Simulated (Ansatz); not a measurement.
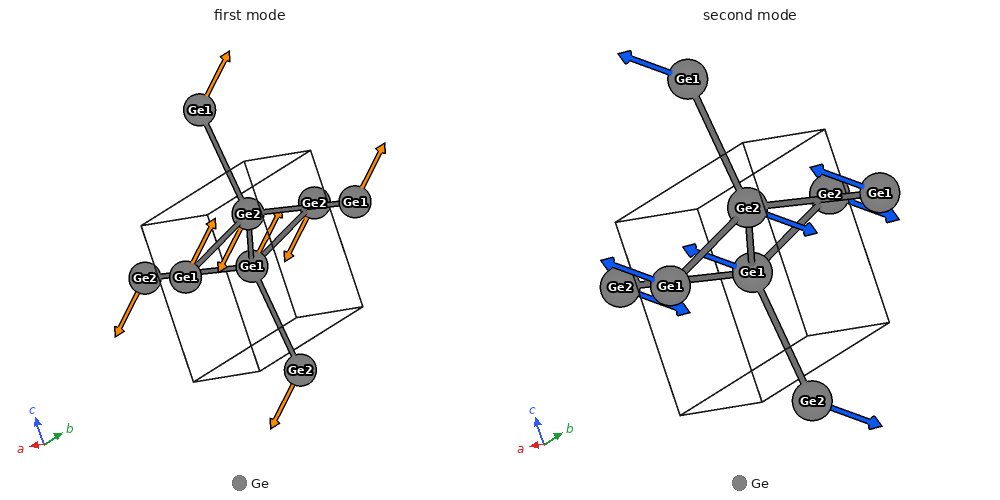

The system is Ge (Fd-3m, No. 227; 2 atoms in the cell); the picture shows the reference structure; its two panels give the patterns of the first and the second mode as arrows. 
- The energy is mapped over two normal modes frozen in (zone-centre modes of the 2-atom cell of this scan).
- First axis: amplitude of mode 4 (289 cm⁻¹), largest displacement. Second axis: amplitude of mode 5 (289 cm⁻¹), largest displacement.
- Nothing is relaxed (the cell and all other modes fixed).
- The scan uses an 11 × 11 grid; 21 points were computed and 100 follow by symmetry.
- Points are written as (first, second).
- All energies are given in meV per cell relative to the lowest grid point.
- Method: DFT LDA, scalar-relativistic, plane waves, PAW (Ansatz). Settings: cutoff 420 eV, k-mesh 14×14×14, gaussian smearing 0.15 eV, no spin polarisation.

Its coordinates:

```yaml
crystal:
  lattice:
    - [0.00000, 2.81071, 2.81071]
    - [2.81071, 0.00000, 2.81071]
    - [2.81071, 2.81071, 0.00000]
  atoms:
    - { symbol: Ge, position: [0.50000, 0.50000, 0.50000] }
    - { symbol: Ge, position: [0.75000, 0.75000, 0.75000] }
```

The input of one point:

```yaml
crystal:
  lattice:
    - [0.0, 2.8107124513, 2.8107124513]
    - [2.8107124513, 0.0, 2.8107124513]
    - [2.8107124513, 2.8107124513, 0.0]
  atoms:
    - { symbol: Ge, position: [0.5, 0.5, 0.5] }
    - { symbol: Ge, position: [0.75, 0.75, 0.75] }
basis:
  ecutwfc: 420
kpoints:
  mp_grid: { grid: [14, 14, 14] }
hamiltonian:
  xc: lda
  pseudopotentials: { kind: paw, azcp: { folder: soft_1 } }
scf:
  occupations: { method: gaussian, width: 0.15 }
output:
  forces: true
  stress: true
  eigenvalues: true
```

Range: amplitude of mode 4 (289 cm⁻¹), largest displacement from −0.082 to 0.082 Å; amplitude of mode 5 (289 cm⁻¹), largest displacement from −0.082 to 0.082 Å.

Question: Predict the map.

Answer: The lowest grid point is at (0.000 Å, 0.000 Å). It is the only kind of minimum in the scanned range. The highest grid point, (−0.082 Å, −0.082 Å), lies 301 meV above the lowest.

```csv
"second ↓, first →",−0.082,−0.066,−0.049,−0.033,−0.016,0.000,0.016,0.033,0.049,0.066,0.082
0.082,301,247,204,173,155,149,155,173,204,247,301
0.066,247,193,151,120,102,96,102,120,151,193,247
0.049,204,151,109,78,60,54,60,78,109,151,204
0.033,173,120,78,48,30,24,30,48,78,120,173
0.016,155,102,60,30,12,6,12,30,60,102,155
0.000,149,96,54,24,6,0,6,24,54,96,149
−0.016,155,102,60,30,12,6,12,30,60,102,155
−0.033,173,120,78,48,30,24,30,48,78,120,173
−0.049,204,151,109,78,60,54,60,78,109,151,204
−0.066,247,193,151,120,102,96,102,120,151,193,247
−0.082,301,247,204,173,155,149,155,173,204,247,301
```

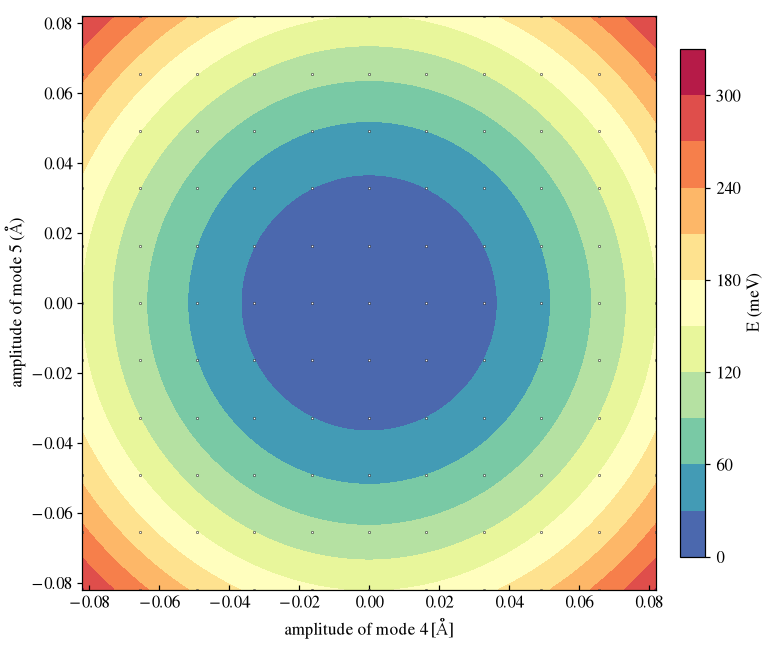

Drawn: filled contours, dots at the grid points. Between grid points the surface is interpolated.

Each point was launched as `ansatz run input.yaml --threads 1 --pin off --max-ram 2048MiB --backend cpu --events-out ev --progress --plain --runs-dir out`. Time for the 21 points that were run: 4.3 min on 1 thread of AMD EPYC 9R45 96-Core Processor (Zen 5), with other jobs on the host.
